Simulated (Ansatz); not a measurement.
## Electronic structure of WS2 (slab) in real space

Input

```
crystal:
  lattice:
    - [3.1597400268, 0.0, 0.0]
    - [-1.5798700134, 2.7364151325, 0.0]
    - [0.0, 0.0, 45.207291872]
  atoms:
    - { symbol: S, position: [0.3333333333, 0.6666666667, 0.3937821141] }
    - { symbol: W, position: [0.6666666667, 0.3333333333, 0.4286413841] }
    - { symbol: S, position: [0.3333333333, 0.6666666667, 0.4635014633] }
    - { symbol: S, position: [0.8333333333, 0.6666666667, 0.5364985367] }
    - { symbol: W, position: [0.1666666667, 0.3333333333, 0.5713578066] }
    - { symbol: S, position: [0.8333333333, 0.6666666667, 0.6062178859] }
  periodic: [true, true, false]
basis:
  ecutwfc: 420
kpoints:
  mp_grid: { grid: [12, 12, 1] }
  band_path:
    path:
      - [0, 0, 0]
      - [0.5, 0, 0]
      - [0.3333333333333, 0.3333333333333, 0]
      - [0, 0, 0]
    npoints: 8
hamiltonian:
  xc: pbe
  dispersion: d3bj
scf:
  occupations: { method: gaussian, width: 0.02 }
output:
  forces: true
  stress: true
  eigenvalues: true
  write_density: true
  write_potential: true
  elf: true
  volumetric_format: npy
relax:
  adjacent_minimum: "off"
  f_tol: 0.01
  max_steps: 50
  constraints: [{ sites: [0, 3], fix: xy }]
```

Run with:

```sh
ansatz run input.yaml --threads 2 --pin off --max-ram 5120MiB --backend cpu --events-out ev --progress --plain --runs-dir out
```

The fields are those of the relaxed geometry.

The calculation used DFT PBE+D3(BJ), scalar-relativistic, plane waves, PAW (Ansatz).

Core electrons are frozen (PAW), and the valence fields are smoothed inside the atomic spheres.

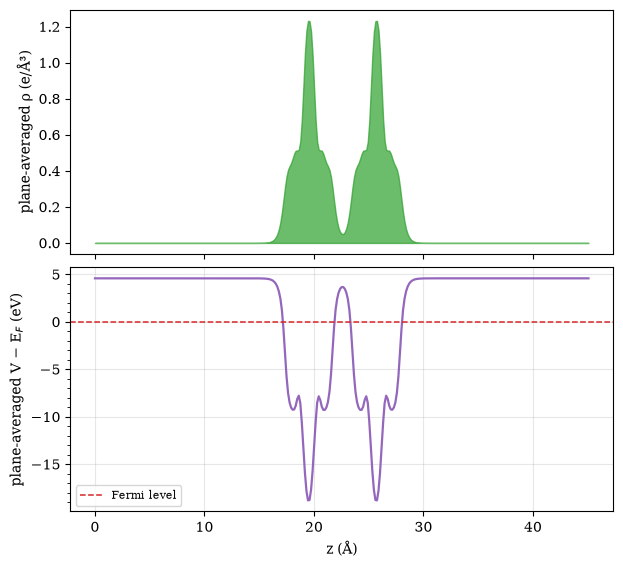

Figure 1. Plane average of the electrostatic potential (local pseudopotential plus Hartree) felt by an electron and of the valence electron density across the slab.

Question: How far above the Fermi level of the calculation is the vacuum level?

Answer: 4.6 eV. The slab has a gap, so the Fermi level lies inside it and this isn't a work function in the metallic sense.

Question: How thick is the slab, and how wide the vacuum?

Answer: The outermost nuclei are 9.3 Å apart, in 6 atomic planes; the vacuum between periodic images is 35.9 Å wide.

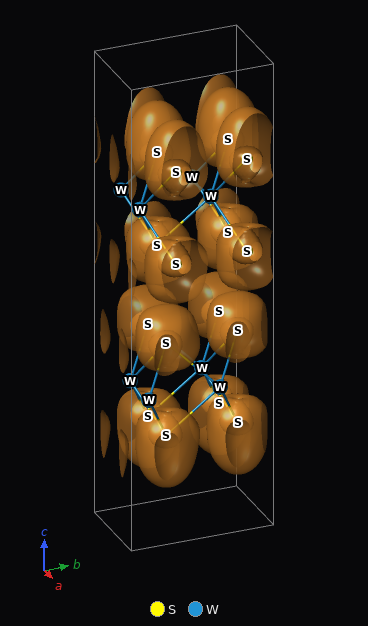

Figure 2. Isosurface of the ELF at 0.7 (orange), seen slightly off an axis. Only the valence region is drawn (cores and ρ < 0.01 e/Å³ removed). Sticks mark near contacts.

Question: Describe the localisation domains.

Answer: At this value the surface marks out four regions wrapped around S (the valence shell of each), counted in one cell of 6 atoms. Counts are for one cell; the picture repeats the cell along the surface.


W–S (2.41 Å): the ELF peaks at about 0.85 in the valence shell of S, 0.8 Å from its nucleus, and is about 0.50 at the midpoint.

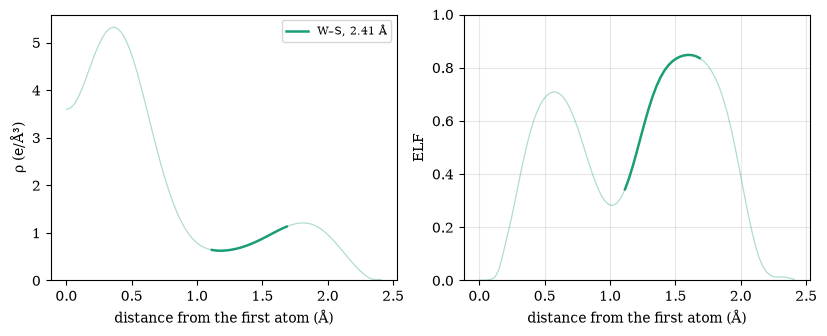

Figure 3. Valence charge density (pseudo) and ELF along straight lines between neighbouring atoms. Thin, pale parts lie inside the atomic spheres.

Question: What can be read from the curves?

Answer: W–S (2.41 Å): ρ is about 0.63 e/Å³ halfway; the ELF peaks at about 0.85 in the valence shell of S, 0.8 Å from its nucleus, and is about 0.50 at the midpoint.
